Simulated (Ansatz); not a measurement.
## Run report: AlRu, single-point calculation

- system: AlRu (2 atoms in the cell)
- method: DFT r2SCAN, scalar-relativistic, plane waves, PAW, no spin polarisation (Ansatz 0.2.0)

The structure was made by swapping elements on the sites of another compound; it need not be a known phase. It belongs to a series of runs on one base structure; here: Mg -> Al, Rh -> Ru on all its sites, cell and atoms relaxed.

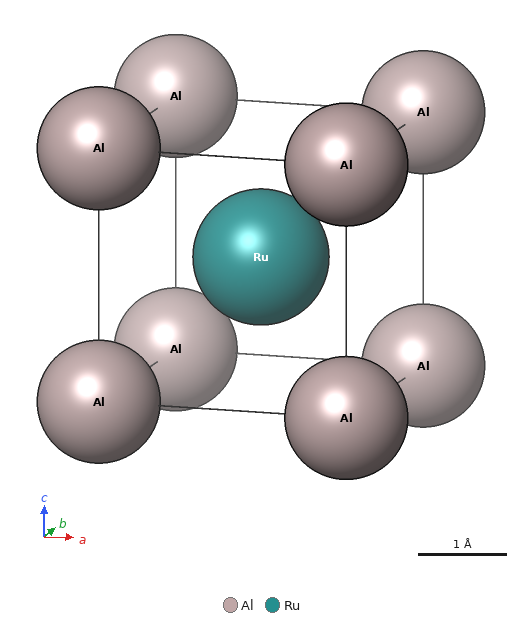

Fig. 1: The input geometry (spheres-only view of the cell of the calculation, seen slightly off an axis). An atom can appear more than once, as a periodic image.

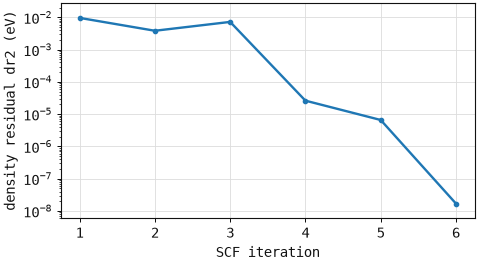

Fig. 2: Convergence of the self-consistent field: density residual dr2 against the SCF iteration. The residual falls almost steadily, with no more than small rises.

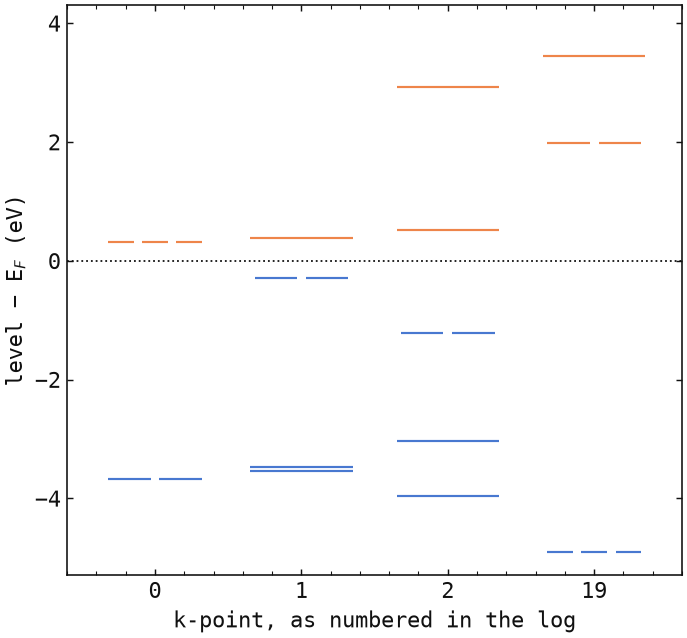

Fig. 3: Kohn–Sham levels near the Fermi level (dotted) at the few k-points that the log prints; levels within 0.02 eV of each other stand side by side. The system is metallic on the full mesh.

The input and output of the run follow.

## Input file
```yaml
crystal:
  lattice:
    - [2.9709909553, 0.0, 0.0]
    - [0.0, 2.9709909553, 0.0]
    - [0.0, 0.0, 2.9709909553]
  atoms:
    - { symbol: Al, position: [0.0, 0.0, 0.0] }
    - { symbol: Ru, position: [0.5, 0.5, 0.5] }
basis:
  ecutwfc: 500
kpoints:
  mp_grid: { grid: [6, 6, 6] }
hamiltonian:
  xc: r2scan
scf:
  occupations: { method: gaussian, width: 0.1 }
output:
  forces: true
  stress: true
  eigenvalues: true
```

Launched with:
```bash
ansatz run input.yaml --threads 1 --pin off --max-ram 2560MiB --backend cpu --events-out ev --progress --plain --runs-dir out
```

## Output
```
Engine: ansatz 0.2.0, x86_64-unknown-linux-gnu
Pseudopotentials: kind: paw
Pseudopotential: Al, paw, valence charge 3, recommended cutoff 500 eV (meta_gga), Al.paw.azcp
Pseudopotential: Ru, paw, valence charge 16, recommended cutoff 500 eV (meta_gga), Ru.paw.azcp
Functional definition: r2SCAN
  parameter k0 = 0.174
  parameter k1 = 0.065
  parameter a1 = 4.9479
  exchange = r2scan_x(k0 = k0, k1 = k1, a1 = a1)
  correlation = r2scan_c
Crystal: 2 atoms, lattice volume = 26.224 Å³
Basis set: ecut = 500 eV, 691 PW (Γ), exchange–correlation on 96×96×96 points (64 copies of the dense FFT grid, shifted against one another)
Bands: 14, of which v1, the nominal top of the filled ones, is band 10 counted from 1 (9 counted from 0)
Symmetry: 48 space group operations
Space group: Pm-3m (ITA 221), of the structure as read, at distance tolerance 3.0e-5 Å
k-points: 20 of 216
Non-local potential: Al, projectors of the file, l = 0: 2, l = 1: 2, l = 2: 1
Non-local potential: Ru, projectors of the file, l = 0: 3, l = 1: 2, l = 2: 2, l = 3: 1
PAW form: soft (Blöchl's): semilocal exchange-correlation on the pseudo side does not see the compensation charge
PAW frozen core: Al, regenerated for the run's functional (the file was generated under x = pbe(κ = 0.804, μ = 0.2195149727645171), c = pbe(β = 0.06672455060314922))
PAW frozen core: Ru, regenerated for the run's functional (the file was generated under x = pbe(κ = 0.804, μ = 0.2195149727645171), c = pbe(β = 0.06672455060314922))
PAW one-centre angular grid: Al, 302 points (default); XC on 160 Gauss nodes
PAW one-centre angular grid: Ru, 590 points (default); XC on 160 Gauss nodes
Initial density: superposition of atomic densities (neutral atoms: chi_scale 0, normalization atom), corrected by the library's trained network
Initial wavefunctions: pseudopotential atomic-orbital guess
Functional: x = r2scan, c = r2scan; τ floored in thin density (d = 2e-4 eV/Å³)
SCF iter   1: F=—  HF=-6432.513389 eV  |F-HF|=—  |Δ(HF+E_count)|=         —  Δρ=9.22e-3  dr2=9.64e-3  dr2_τ=1.98e-2  ethr=1.77e-3  ⟨swp⟩=5.0  Hψ=1521  notcnv=0
preconditioner: auto → none  [metal: Δε(μ)=0.082 eV  Ē_g=9.681 eV  σ=0.100 eV  W_gap=0.41  n_scr=6 (ndim 8)  ℏωp=24.0 eV  f_vac=0.000  D(μ)=2.73/eV (n_scr^D=32)  sad-step TF]
SCF iter   2: F=—  HF=-6432.532137 eV  |F-HF|=—  |Δ(HF+E_count)|=   1.87e-2  Δρ=4.81e-3  dr2=3.85e-3  dr2_τ=9.53e-5  ethr=5.07e-5  ⟨swp⟩=2.0  Hψ=702  notcnv=0  defer=6
SCF iter   3: F=—  HF=-6432.532878 eV  |F-HF|=—  |Δ(HF+E_count)|=   7.41e-4  Δρ=4.57e-3  dr2=7.24e-3  dr2_τ=5.61e-4  ethr=2.02e-5  ⟨swp⟩=2.0  Hψ=393  notcnv=0  defer=6
SCF iter   4: F=—  HF=-6432.531280 eV  |F-HF|=—  |Δ(HF+E_count)|=   1.60e-3  Δρ=4.79e-4  dr2=2.62e-5  dr2_τ=9.05e-6  ethr=2.02e-5  ⟨swp⟩=2.4  Hψ=398  notcnv=0  defer=6
SCF iter   5: F=—  HF=-6432.531283 eV  |F-HF|=—  |Δ(HF+E_count)|=   3.86e-6  Δρ=1.67e-4  dr2=6.60e-6  dr2_τ=2.71e-7  ethr=1.38e-7  ⟨swp⟩=2.4  Hψ=444  notcnv=0  defer=6
SCF iter   6: F=-6432.531284 eV  HF=-6432.531284 eV  |F-HF|=1.47e-8  |Δ(HF+E_count)|=   3.60e-7  Δρ=1.49e-5  dr2=1.69e-8  dr2_τ=1.45e-8  ethr=5.26e-10  ⟨swp⟩=4.7  Hψ=1293  notcnv=0
SCF 1 converged in 6 iterations: F = -6432.531284 eV  dr2 = 1.69e-8
  greatest PAW one-centre occupation: 0.998 electrons in one spin orbital (limit 2), on the Ru atom at site 1 (counted from 0), in its partial waves of l = 1
SCF converged after 6 iterations
Free energy (F): -6432.531284 eV
Harris-Foulkes:  -6432.531284 eV  (|F-HF|=1.47e-8)
Internal energy: -6432.517541 eV  (E = F + TS)
E sigma→0 (E₀):  -6432.524413 eV
Entropy (-TS):   -0.013742 eV (-6.871 meV/atom)
Fermi energy:    16.237274 eV
--- Per-component energies (eV) ---
  E_band       = -129.501729
  E_kinetic    = 544.166896
  E_local      = -1777.374524  (includes V_loc(G=0)·N_el)
  E_nonlocal   = 353.931249
  E_hartree    = 632.338979
  E_xc         = -223.289957
  E_vxc        = -302.012861  (∫ρ·V_xc dr)
  E_paw        = -3953.257828  (= ΣΔE_a)
  E_vpaw       = -233.553191  (= ΣTr[D̂ρ^β])
  E_aug_tail   = 0.000092  (compensation charges beyond the density's cutoff)
  E_vtau       = 20.664617  (kinetic-family band-sum trace: ∫τ·v_τ [+ j·A + Jᵃ·Aᵃ] dr)
  E_ewald      = -2008.661385
  E_core_change = -0.371064  (= ΣΔE_core)
  E_smearing   = -0.013742  (= −TS)
  E_closure    = -0.000000  (closes the sum)
  Σ components = -6432.531284   (vs F -6432.531284, Δ=0.00e0)
--- Forces (eV/Å), atoms counted from 1 ---
  atom   1  Al    -0.00000000    -0.00000000     0.00000000
  atom   2  Ru     0.00000000    -0.00000000     0.00000000
  max |Σ_I F_I| component: 5.11e-29 eV/Å
--- Stress (GPa, compression-positive) ---
        2.521297       0.000000      -0.000000
       -0.000000       2.521297       0.000000
        0.000000       0.000000       2.521297
  P = ⅓ Tr σ = 2.5213 GPa (25.213 kbar)
--- Band table (eV; the first three rows and the last of 20) ---
  k-point 0: bands = ["-57.5577", "-26.7198", "-26.7198", "-26.7198", "6.0937", "12.5622", "12.5622", "16.5496", "16.5496", "16.5496", "22.9954", "22.9954", "22.9954", "27.9421"]
  k-point 1: bands = ["-57.5529", "-26.7825", "-26.7144", "-26.7144", "6.6566", "12.6999", "12.7617", "15.9444", "15.9444", "16.6156", "21.0065", "24.0262", "24.0262", "26.7987"]
  k-point 2: bands = ["-57.5431", "-26.9065", "-26.7037", "-26.7037", "8.2044", "12.2694", "13.2077", "15.0184", "15.0184", "16.7514", "19.1584", "24.9164", "26.2190", "26.2190"]
  k-point 19: bands = ["-57.5007", "-26.9074", "-26.9074", "-26.9074", "11.3408", "11.3408", "11.3408", "18.2247", "18.2247", "19.6911", "20.7556", "20.7556", "20.7556", "25.5316"]
```

## Key numbers

```tsv
quantity	value
outcome	converged
space group (tolerance 0.01 Å)	Pm-3m (221)
electrons treated	19
free energy	−6432.5313 eV
Fermi energy	16.237 eV
gap on the k-point mesh	none (metallic)
pressure	2.52 GPa
largest force (length of the vector)	under 0.001 eV/Å
hardware	1 thread of Intel Xeon @ 2.70GHz, 189 GiB of memory available, shared host
wall time	1.4 s
peak memory	0.35 GiB
```
